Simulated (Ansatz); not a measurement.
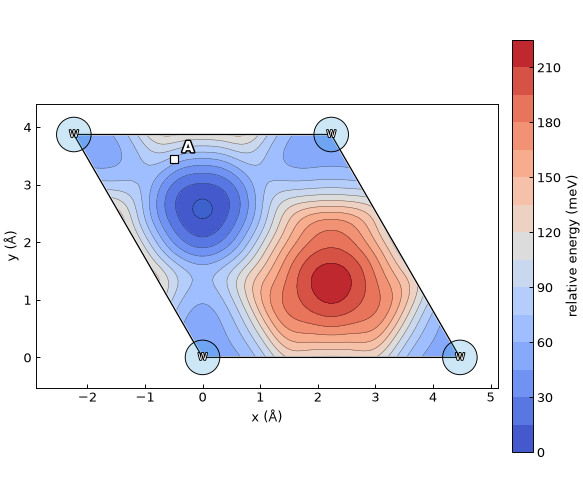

Si on a W(111) slab cut from the Im-3m phase, its upper half relaxed before the scan (6 atoms of substrate and one adsorbate in a 1 × 1 cell). 
- Si is moved over the surface cell at a fixed height above a rigid substrate; the origin of the map has the adsorbate above W6; the height is held at 3.30 Å.
- Places are given modulo a cell vector. The map is drawn in real space over the plane of the surface.
- The scan uses a 9 × 9 grid; 19 points were computed and 62 follow by symmetry.
- Energies: meV, counted from the lowest grid point.
- The runs have no spin polarisation, so an open-shell adsorbate far from the surface lies too high. With one adsorbate in each 1 × 1 cell, its nearest image is 4.5 Å away, so neighbouring adsorbates interact. At a fixed height the lowest place need not be the adsorption site.
- All numbers below come from DFT PBE+D3(BJ), scalar-relativistic, plane waves, PAW in Ansatz. Settings: cutoff 420 eV, k-mesh 6×6×1, gaussian smearing 0.1 eV, no spin polarisation.

In the figure: filled contours, labelled circles for the atoms of the top layer and small ones for the second layer, the outline of one cell of the plane, the point A. Between grid points the surface is interpolated.

Q: Is A at rest? If not, where is it pushed?

A: A, at (3/9, 8/9) of the cell vectors, is not a stationary point. The computed force is 0.13 eV/Å in the plane, pointing down and right in the picture (components 0.05 and −0.12 eV/Å).

PAW datasets: the set soft_1.
